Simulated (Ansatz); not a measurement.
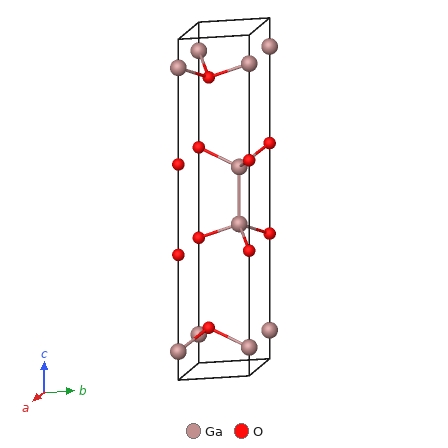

System: GaO, space group P-6m2 (No. 187) (cell built by us, not taken from a database). The picture shows the cell.

Structure:
```yaml
crystal:
  lattice:
    - [3.10120, 0.00000, 0.00000]
    - [-1.55060, 2.68572, 0.00000]
    - [0.00000, 0.00000, 14.95244]
  atoms:
    - { symbol: Ga, position: [0.33333, 0.66667, 0.41622] }
    - { symbol: Ga, position: [0.33333, 0.66667, 0.58378] }
    - { symbol: Ga, position: [0.00000, 0.00000, 0.08378] }
    - { symbol: Ga, position: [0.00000, 0.00000, 0.91622] }
    - { symbol: O, position: [0.66667, 0.33333, 0.13270] }
    - { symbol: O, position: [0.66667, 0.33333, 0.86730] }
    - { symbol: O, position: [0.00000, 0.00000, 0.36728] }
    - { symbol: O, position: [0.00000, 0.00000, 0.63272] }
```

Calculation (Ansatz 0.2.0): Born effective charges by linear response at the zone centre, in units of the proton charge, Cartesian axes of the given cell; plane waves with PAW datasets. Level: PBE, no spin polarisation.

- wave cutoff: 420 eV
- k mesh: 12×12×2
- occupations: fixed
- volume relative to the relaxed cell: 1.02

Predict the mean Born effective charge of each atom. The cases: Ga 1; Ga 2; Ga 3; Ga 4; O 1; O 2; O 3; O 4.

All are equal in size, 1.99 e, and the charges add up to 0.00 e. Ga 1, Ga 2, Ga 3, Ga 4, O 1, O 2, O 3 and O 4 are equally anisotropic; for Ga 1: its diagonal components run from 1.09 to 2.44 e.

```csv
atom,mean Born effective charge (e),Born charge xx (e),Born charge zz (e)
Ga 1,1.99,2.443,1.091
Ga 2,1.99,2.443,1.091
Ga 3,1.99,2.442,1.098
Ga 4,1.99,2.442,1.098
O 1,-1.99,-2.444,-1.094
O 2,-1.99,-2.444,-1.094
O 3,-1.99,-2.441,-1.096
O 4,-1.99,-2.441,-1.096
```

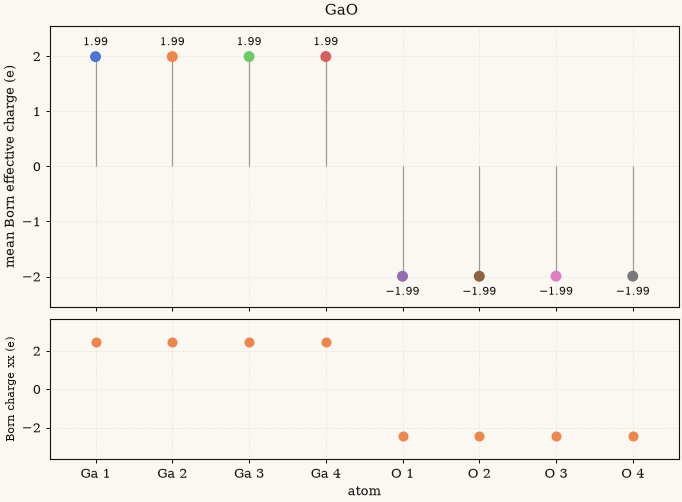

Note: field response not converged on the k mesh; soft mode inflates the relaxed tensor; weakly bound, no dispersion correction.
